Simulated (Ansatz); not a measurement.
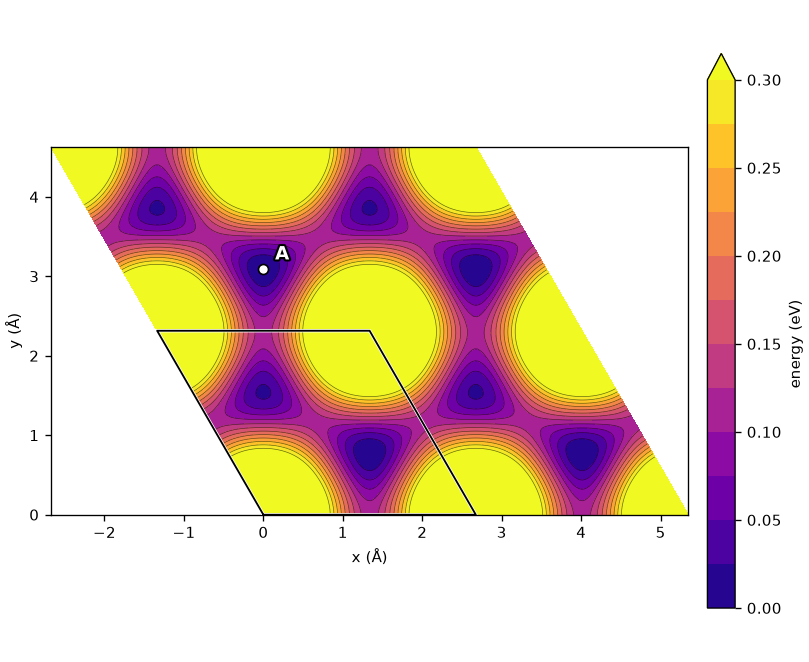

Si on a Ru(001) slab cut from the P6_3/mmc phase, its upper half relaxed before the scan (5 atoms of substrate and one adsorbate in a 1 × 1 cell). Si is moved over the surface cell; relaxed at each place: the height of the adsorbate's atoms; substrate rigid; the origin of the map has the adsorbate above Ru5. Places are given modulo a cell vector. The map is drawn in real space over the plane of the surface. The scan uses a 6 × 6 grid; 10 points were computed and 26 follow by symmetry. Energies: eV, counted from the lowest grid point. With one adsorbate in each 1 × 1 cell, its nearest image is 2.7 Å away, so neighbouring adsorbates interact. Computed with DFT LDA, scalar-relativistic, plane waves, PAW in Ansatz. Settings: cutoff 420 eV, k-mesh 12×12×1, gaussian smearing 0.1 eV, no spin polarisation.

The picture shows filled contours, the outline of one cell of the 2 × 2 shown, one colour for all values above the top of the scale, the point A. Between grid points the surface is interpolated.

Q: What is the easiest way out of the well at A, and how high is the barrier?

A: The easiest path leads from the well at a threefold hollow over a second-layer Ru atom, (4/6, 2/6) of the cell vectors to the well at a threefold hollow, (2/6, 4/6) of the cell vectors, about 0.02 eV higher. Its highest point lies about 0.11 eV above the bottom of the first well on the interpolated surface, at a bridge site between two Ru atoms, (3/6, 0/6) of the cell vectors. Seen from the upper well the barrier is about 0.094 eV. This is the barrier on the constrained surface; relaxing the other coordinates would change it.

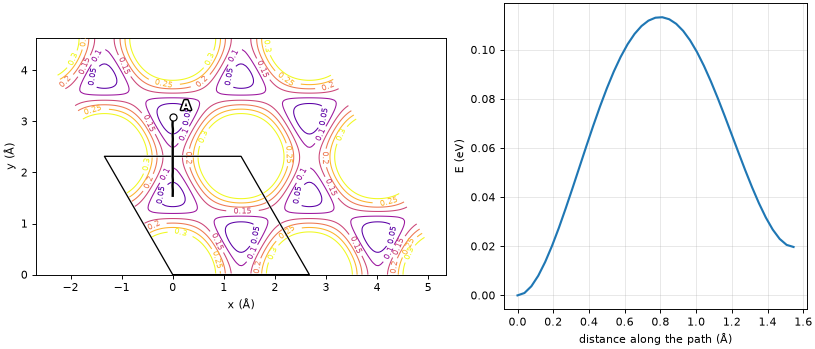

Drawn: contour lines labelled in eV (none above 0.3), a line along the lowest path, the outline of one cell of the 2 × 2 shown, the energy along the path at the right. Between grid points the surface is interpolated.

PAW datasets: the set soft_1.
